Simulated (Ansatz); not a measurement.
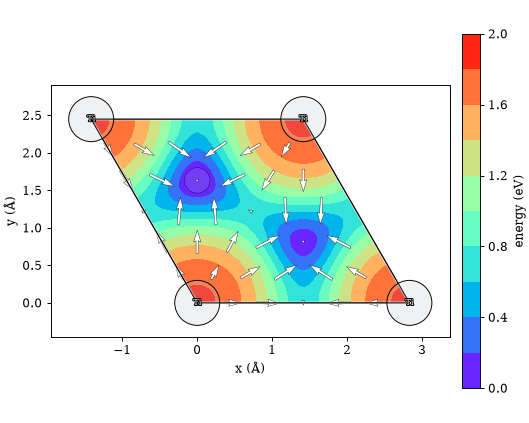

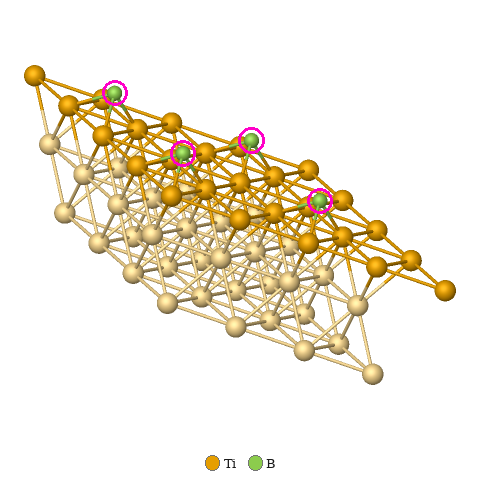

Energy landscape of B on a Ti(111) slab cut from the Fm-3m phase, its upper half relaxed before the scan (12 atoms of substrate and one adsorbate in a 2 × 2 cell). B is moved over the surface cell; relaxed at each place: the height of the adsorbate's atoms; substrate rigid; the origin of the map has the adsorbate above Ti9. Places are given modulo a cell vector. The map is drawn in real space over the plane of the surface. The scan uses a 6 × 6 grid; 10 points were computed and 26 follow by symmetry. Places are given in fractions of the 1 × 1 surface cell. Energies are in eV, from the lowest grid point. The calculation used Ansatz, DFT LDA, scalar-relativistic, plane waves, PAW. Settings: cutoff 420 eV, k-mesh 6×6×1, gaussian smearing 0.1 eV, no spin polarisation.

Drawn: filled contours, arrows along the force (downhill), their lengths compressed, labelled circles for the atoms of the top layer and small ones for the second layer, the outline of one cell of the plane. Between grid points the surface is interpolated. The second picture is the structure at the lowest point; rings mark the moved atoms.

### Describe this landscape.

The lowest grid point is at a threefold hollow over a second-layer Ti atom, (2/6, 4/6) of the cell vectors. A higher local minimum lies near a threefold hollow over a third-layer Ti atom, (4/6, 2/6) of the cell vectors (0.09 eV above the lowest at that grid point). The highest grid point, the top site over a surface Ti atom, (0/6, 0/6) of the cell vectors, lies 1.84 eV above the lowest. On the interpolated surface the easiest way out of the lowest well to the well at a threefold hollow over a third-layer Ti atom, (4/6, 2/6) of the cell vectors passes a barrier of about 0.66 eV. At the lowest point the adsorbate has 3 Ti at 2.10 Å as nearest neighbours, at the highest 1 Ti at 1.92 Å. Its relaxed height above the top atom is 1.32 Å at the lowest and 1.92 Å at the highest point.

Grid values (eV):

```csv
"second ↓, first →",0/6,1/6,2/6,3/6,4/6,5/6
5/6,1.68,1.33,0.58,0.58,1.33,1.68
4/6,1.18,0.58,0.00,0.58,1.18,1.35
3/6,0.66,0.58,0.58,0.66,0.62,0.62
2/6,1.18,1.33,1.18,0.62,0.09,0.62
1/6,1.68,1.68,1.35,0.62,0.62,1.35
0/6,1.84,1.68,1.18,0.66,1.18,1.68
```

The input of one point:

```yaml
crystal:
  lattice:
    - [5.658401378, 0.0, 0.0]
    - [-2.829200689, 4.9003193382, 0.0]
    - [0.0, 0.0, 19.882649367]
  atoms:
    - { symbol: Ti, position: [0.3333333333, 0.1666666667, 0.2011804326] }
    - { symbol: Ti, position: [0.3333333333, 0.6666666667, 0.2011804326] }
    - { symbol: Ti, position: [0.8333333333, 0.1666666667, 0.2011804326] }
    - { symbol: Ti, position: [0.8333333333, 0.6666666667, 0.2011804326] }
    - { symbol: Ti, position: [0.1666666667, 0.3333333333, 0.3113966117] }
    - { symbol: Ti, position: [0.1666666667, 0.8333333333, 0.3113966117] }
    - { symbol: Ti, position: [0.6666666667, 0.3333333333, 0.3113966117] }
    - { symbol: Ti, position: [0.6666666667, 0.8333333333, 0.3113966117] }
    - { symbol: Ti, position: [0.0, 0.0, 0.4216062564] }
    - { symbol: Ti, position: [0.0, 0.5, 0.4216062564] }
    - { symbol: Ti, position: [0.5, 0.0, 0.4216062564] }
    - { symbol: Ti, position: [0.5, 0.5, 0.4216062564] }
    - { symbol: B, position: [0.1666666667, 0.3333333333, 0.4879957991] }
basis:
  ecutwfc: 420
kpoints:
  mp_grid: { grid: [6, 6, 1] }
hamiltonian:
  xc: lda
  pseudopotentials: { kind: paw, azcp: { folder: soft_1 } }
scf:
  occupations: { method: gaussian, width: 0.1 }
output:
  forces: true
  eigenvalues: true
relax:
  adjacent_minimum: "off"
  f_tol: 0.025
  max_steps: 16
  constraints:
    - { sites: [0, 1, 2, 3, 4, 5, 6, 7, 8, 9, 10, 11] }
    - { sites: [12], fix: xy }
efield:
  axis: 3
  dipole_correction: true
  ramp_width: 0.04
```

The whole map (10 points run) took 11 min on 2 threads of Intel(R) Xeon(R) 6975P-C (Granite Rapids) (shared host).
